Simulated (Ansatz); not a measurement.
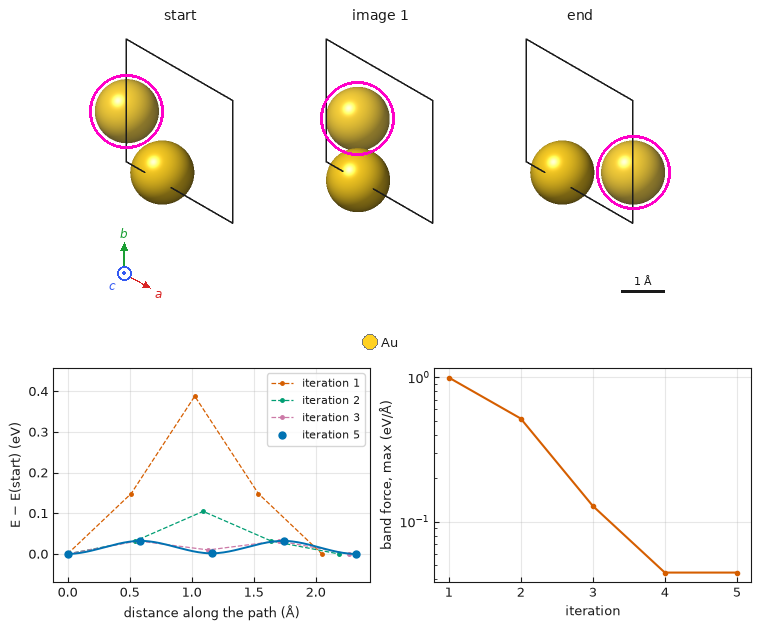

NEB run on a 2-atom cell of Au (set up in P6_3/mmc). Images are numbered from 0 (start) to 4 (end). The plot follows the band through its iterations. Style: spheres-only. Shown: the simulation cell (origin moved), along the c axis. The moving atom is ringed, with any periodic copies.

Level of theory: DFT, PBE, PAW with Ansatz's default frozen-core files, scalar-relativistic (Ansatz). Settings: plane-wave cutoff 420 eV; k-point mesh 9 × 9 × 5; Fermi-Dirac smearing 0.05 eV; 3 movable images; climbing image.

### Judge this run.

The run is converged, with reservations. The band converged in 5 iterations. The largest component of the band force went from 1 to 0.044 eV/Å. The climbing image converged on the top of the path. Its curvatures weren't checked. The first iteration put the highest image at 0.388 eV. The barrier is about 0.032 eV in both directions, with image 1 at the top; the ends have the same energy. The profile has 2 maxima (images 1, 3) with a dip at image 2 (0.001 eV), so the process runs in steps.
